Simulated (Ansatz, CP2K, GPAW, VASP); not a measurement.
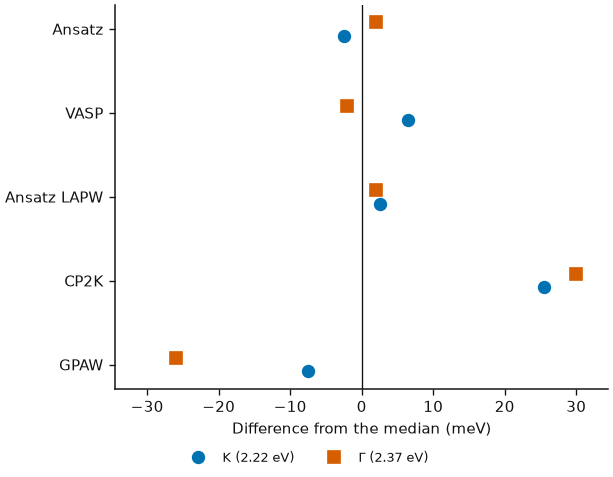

Direct gap at each named k point, for PtS₂, space group P1, 3 atoms in the cell, atoms moved at random, drawn with an rms of 0.05 Å; a = 3.54 Å, b = 3.54 Å, c = 5.04 Å, α = 90.00°, β = 90.00°, γ = 120.00°. Five runs by four programs used PBEsol (no spin polarisation, no spin-orbit coupling) on the same cell and 9×9×5 k mesh. The plot shows each result less the median of the plane-wave and all-electron runs, which the legend gives. In reduced coordinates of the cell that was run, K is (0.333, 0.333, 0). The cell is at 5 GPa in Ansatz. The smallest gap over all k points computed is less than these values: 0.82 eV in Ansatz, from the valence top at (0.222, −0.222, 0.2) in reduced coordinates to the conduction bottom at K.

How well do the programs agree?

Answer. The plane-wave and all-electron programs (Ansatz, GPAW, VASP and Ansatz LAPW) agree within 29 meV at these points; their potentials differ as well, also in the shells treated as valence. CP2K departs by up to +30 meV (at Γ).

| program | kind | valence electrons | K (eV) | Γ (eV) |
| --- | --- | --- | --- | --- |
| GPAW | plane waves | 28 | 2.216 | 2.345 |
| CP2K | local basis | 30 | 2.249 | 2.401 |
| Ansatz LAPW | all-electron | – | 2.226 | 2.373 |
| VASP | plane waves | 22 | 2.230 | 2.369 |
| Ansatz | plane waves | 30 | 2.221 | 2.373 |

Settings. PAW data sets generated in the run's folder for this functional, 600 eV cutoff, Fermi-Dirac smearing of 0.05 eV (GPAW). POTENTIAL_UZH Pt GTH-PBE-q18, S GTH-PBE-q6; TZVP-MOLOPT-PBE-GTH basis, Fermi-Dirac smearing of 0.05 eV (CP2K). all-electron LAPW, Fermi-Dirac smearing of 0.05 eV (Ansatz). VASP PAW PBE potentials, release 64 (Pt, S), 520 eV cutoff, Fermi-Dirac smearing of 0.05 eV (VASP 6.6.1). Ansatz PAW, 420 eV cutoff, Fermi-Dirac smearing of 0.05 eV (Ansatz 0.2.0).

Spin-orbit coupling is left out, which matters for Pt. LDA, GGA and most meta-GGA functionals understate gaps. Ansatz and VASP: the PAW data sets were made with another functional. CP2K: the potentials were made for another functional. CP2K: the basis of atomic orbitals isn't converged, which shifts gaps and empty levels.
